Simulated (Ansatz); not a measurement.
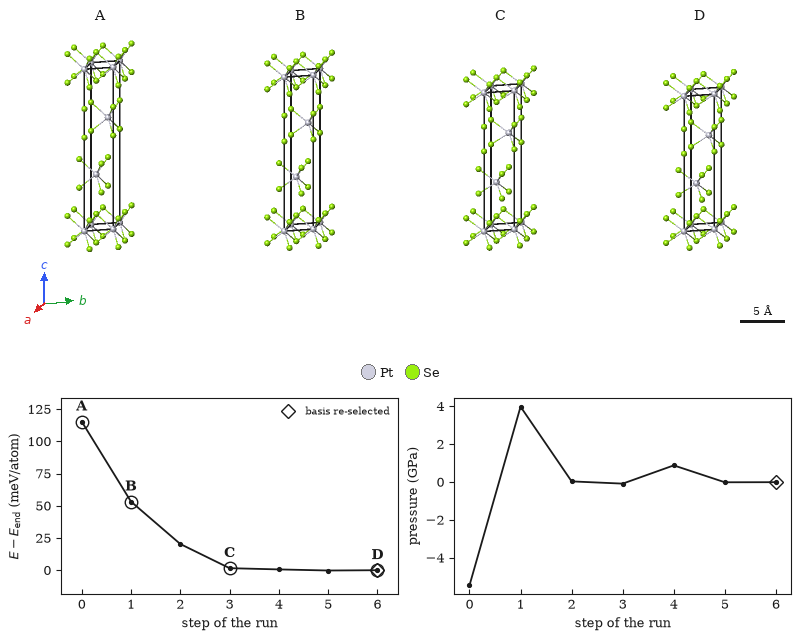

Frames of a relaxation of a crystal of PtSe$_{2}$ (built on the 3R (MoS2) bulk type), marked on the history of the run. The picture is a ball-and-stick view of the conventional cell (3 times the calculation's cell), seen slightly off an axis. Lengths and directions refer to the drawn axes.

Computed with DFT, PBEsol, plane waves, PAW (Ansatz). Set-up: plane-wave cutoff 420 eV; k-point mesh 8 × 8 × 8; occupations fermi dirac; smearing width 0.03 eV; no spin polarisation; cell and atoms relaxed; force threshold 0.01 eV/Å; at most 120 steps.

**Describe the path.**

After 5 accepted moves (6 points after the start) the energy has fallen by 115 meV per atom. Largest force component: 0.94 eV/Å at the start, 0.0076 eV/Å at the end. The pressure goes from −5.46 to −0.01 GPa. The SCF was repeated once at an unchanged geometry on a basis and grid sized afresh for the cell, which shifted the energy by 0.2 meV per atom at most. A Se atom moves most relative to the cell: 0.052 Å along −c. Largest moves by element: Se 0.052 Å, Pt 0.014 Å. Cell: a = b 3.446 → 3.637 Å (+5.6 %), c 19.003 → 15.873 Å (−16.5 %). Volume −6.9 %. Near-neighbour distances that change, for instance: Se–Se 3.364 → 2.901 Å, Se–Se 3.575 → 3.182 Å, Pt–Se 2.605 → 2.540 Å, Pt–Se 2.605 → 2.565 Å. Among the angles between lasting bonds that change: Se–Pt–Se 80.4° → 69.3°, Se–Pt–Se 82.8° → 91.5°, Pt–Se–Pt 82.8° → 91.5°. The space group stays R3m (No. 160). Cost: 31 s on 2 threads of Arm Neoverse V2 (shared host), peak memory 0.39 GiB. From step 0 to 1: a Se atom moves most (0.09 Å), volume −3.4 %, energy −62.1 meV per atom. From step 1 to 3: Se atoms move most (0.08 Å), volume −1.5 %, energy −51.7 meV per atom. From step 3 to 6: a Se atom moves most (0.05 Å), volume −2.2 %, energy −1.6 meV per atom.
